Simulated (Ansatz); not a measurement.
## ZnCu: 7 runs along one coordinate

System: ZnCu (Pm-3m, 2 atoms in the cell).
Method: Kohn-Sham DFT of a periodic cell, LDA, all-electron LAPW, scalar-relativistic, no spin polarisation (Ansatz 0.2.0).

The 7 runs differ only in the geometry, by an even scaling of the cell at fixed fractional positions. The structure derives from an entry of the Crystallography Open Database.

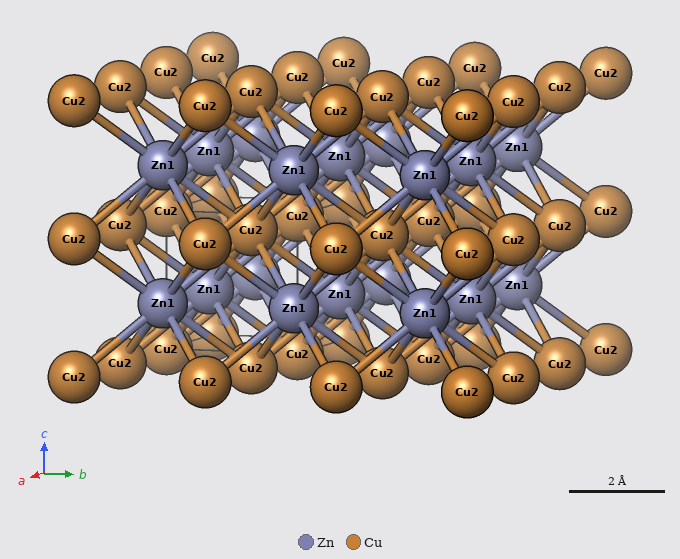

Figure 1. The structure of run 4 (ball-and-stick view of the cell of the calculation, repeated 3 × 3 × 2, seen slightly off an axis; atoms are numbered from 1 in the order of the input). An atom can appear more than once, as a periodic image.

### Input of run 4
```yaml
crystal:
  lattice:
    - [2.945, 0.0, 0.0]
    - [0.0, 2.945, 0.0]
    - [0.0, 0.0, 2.945]
  atoms:
    - { symbol: Zn, position: [0.5, 0.5, 0.5] }
    - { symbol: Cu, position: [0.0, 0.0, 0.0] }
kpoints:
  mp_grid: { grid: [9, 9, 9] }
scf:
  occupations: { method: fermi_dirac, width: 0.05 }
hamiltonian:
  xc: lda
  pseudopotentials: { kind: all_electron, lapw: { basis_error: 0.001 } }
output:
  forces: true
  stress: true
  eigenvalues: true
```

Command:
```bash
ansatz run input.yaml --threads 1 --pin off --max-ram 3072MiB --backend cpu --events-out ev --progress --plain --runs-dir out
```

Run 2 differs from it as follows:
```diff
-    - [2.945, 0.0, 0.0]
-    - [0.0, 2.945, 0.0]
-    - [0.0, 0.0, 2.945]
+    - [2.9051978236, 0.0, 0.0]
+    - [0.0, 2.9051978236, 0.0]
+    - [0.0, 0.0, 2.9051978236]
```

### Results, with one run withheld

```csv
run,volume per atom (Å³),"free energy per atom, from the lowest run given (meV)",pressure (GPa)
1,12.005,0.00,−2.10
2,12.260,?,?
3,12.516,15.62,−7.45
4,12.771,29.28,−9.64
5,13.026,46.23,−11.56
6,13.282,66.03,−13.24
7,13.537,88.33,−14.70
```

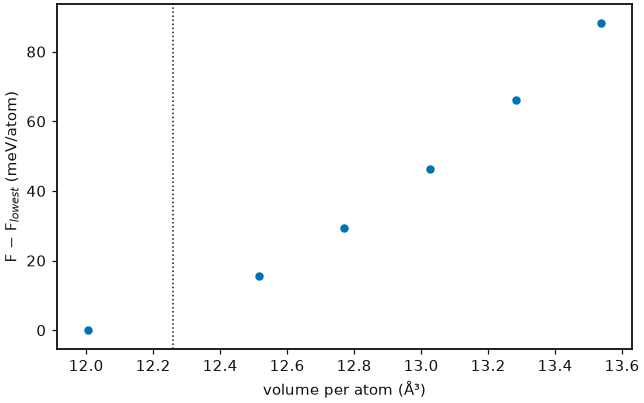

Figure 2. Free energy per atom of the runs given; the dotted line marks run 2.

Fit the runs given and predict run 2.

A cubic polynomial in V^(−2/3) (the Birch–Murnaghan form), fitted to the 6 runs given, misses them by at most 0.03 meV per atom. With x = V^(−2/3) − 0.18238 Å⁻², it reads F = 33.501 − 6715.2 x + 3.1536e+05 x² + 1.0069e+06 x³ (meV per atom). At run 2 it gives 5.66 meV per atom, and the run itself gives 5.68. The slope of the fit gives a pressure −dF/dV of −4.95 GPa there, and the run prints −4.95 GPa. The fit has no minimum inside this range.

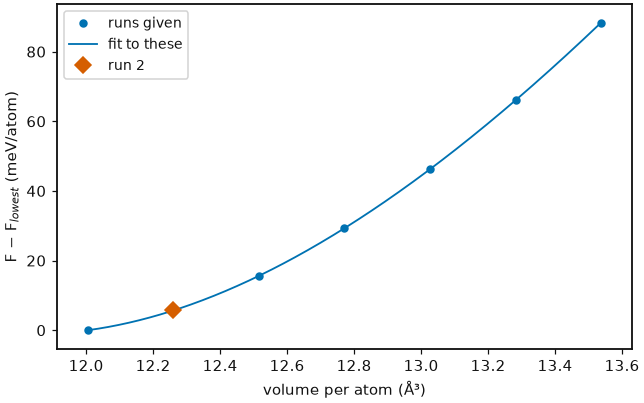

Figure 3. The fit and the withheld run.

### Output, shortened to warnings, some set-up lines, iterations and results (run 2)
```
Basis set: ecut = 305.34041734321494 eV, 305 PW (Γ), exchange–correlation at level 2
Symmetry: 48 space group operations
k-points: 35 of 729
Initial density: superposition of atomic densities (chi_scale 0.1, normalization cell, long waves kept (reshape's long-wave potential 0.00 eV rms))
[...]
SCF iter   1: F=—  HF=-93766.692343 eV  |F-HF|=—  |Δ(HF+E_count)|=         —  Δρ=4.63e-2  dr2=4.16e-1  ethr=1.06e-3  ⟨swp⟩=2.1  Hψ=5339  notcnv=0
SCF iter   2: F=—  HF=-93768.360798 eV  |F-HF|=—  |Δ(HF+E_count)|=    1.67e0  Δρ=3.79e-2  dr2=4.89e-1  ethr=1.06e-3  ⟨swp⟩=3.0  Hψ=2942  notcnv=0
SCF iter   3: F=—  HF=-93765.778100 eV  |F-HF|=—  |Δ(HF+E_count)|=    2.58e0  Δρ=1.54e-2  dr2=8.79e-2  ethr=1.06e-3  ⟨swp⟩=2.6  Hψ=2562  notcnv=0
SCF iter   4: F=—  HF=-93765.512124 eV  |F-HF|=—  |Δ(HF+E_count)|=   2.66e-1  Δρ=8.70e-3  dr2=1.81e-2  ethr=2.25e-4  ⟨swp⟩=3.0  Hψ=2644  notcnv=0
SCF iter   5: F=—  HF=-93765.482753 eV  |F-HF|=—  |Δ(HF+E_count)|=   2.94e-2  Δρ=2.00e-3  dr2=5.95e-4  ethr=1.52e-6  ⟨swp⟩=2.0  Hψ=4106  notcnv=0
SCF iter   6: F=—  HF=-93765.481138 eV  |F-HF|=—  |Δ(HF+E_count)|=   1.62e-3  Δρ=1.65e-3  dr2=8.01e-4  ethr=1.52e-6  ⟨swp⟩=2.6  Hψ=2394  notcnv=0
SCF iter   7: F=—  HF=-93765.480221 eV  |F-HF|=—  |Δ(HF+E_count)|=   9.17e-4  Δρ=8.12e-5  dr2=2.32e-6  ethr=1.52e-6  ⟨swp⟩=2.0  Hψ=2364  notcnv=0
SCF iter   8: F=—  HF=-93765.480222 eV  |F-HF|=—  |Δ(HF+E_count)|=   7.91e-7  Δρ=9.06e-5  dr2=2.87e-6  ethr=5.95e-9  ⟨swp⟩=2.5  Hψ=2397  notcnv=0
SCF iter   9: F=—  HF=-93765.480217 eV  |F-HF|=—  |Δ(HF+E_count)|=   4.16e-6  Δρ=9.71e-6  dr2=3.32e-8  ethr=5.95e-9  ⟨swp⟩=2.0  Hψ=2364  notcnv=0
SCF iter  10: F=-93765.480217 eV  HF=-93765.480217 eV  |F-HF|=9.17e-10  |Δ(HF+E_count)|=   4.05e-8  Δρ=7.85e-7  dr2=2.04e-10  ethr=8.51e-11  ⟨swp⟩=2.0  Hψ=2365  notcnv=0
SCF 1 converged in 10 iterations: F = -93765.480217 eV  dr2 = 2.04e-10
SCF converged after 10 iterations
Free energy (F): -93765.480217 eV
Harris-Foulkes:  -93765.480217 eV  (|F-HF|=9.17e-10)
Internal energy: -93765.476343 eV  (E = F + TS)
E sigma→0 (E₀):  -93765.478280 eV
Entropy (-TS):   -0.003875 eV (-1.937 meV/atom)
Fermi energy:    16.607667 eV
--- Per-component energies (eV) ---
  E_band       = -854.327911
  E_kinetic    = 95395.621374
  E_xc         = -3646.823376
  E_electrostatic = -185514.274340  (all electrons and nuclei)
  E_smearing   = -0.003875  (= −TS)
  E_closure    = 0.000000  (closes the sum)
  E_atoms      = -93758.658776  (free atoms, spherical and without spin; not in F)
  Σ components = -93765.480217   (vs F -93765.480217, Δ=0.00e0)
  Basis errors (estimates in eV, not in F): energy 2.5e-4 per atom: plane waves 2.4e-4 (1.2e-4 summed), levels above the bands 1.5e-54, relativity 1.9e-9, radial functions 1.7e-5, core shells 2.6e-11; eigenvalues (radial functions only) 1.3e-6; not estimated: angular momenta, meshes, grids; target …
--- Forces (eV/Å), atoms counted from 1 ---
  atom   1  Zn    -0.00000000     0.00000000     0.00000000
  atom   2  Cu     0.00000000    -0.00000000    -0.00000000
  max |Σ_I F_I| component: 3.35e-30 eV/Å
--- Stress (GPa, compression-positive) ---
       -4.951752       0.000000       0.000000
        0.000000      -4.951752       0.000000
        0.000000       0.000000      -4.951752
  P = ⅓ Tr σ = -4.9518 GPa (-49.518 kbar)
```
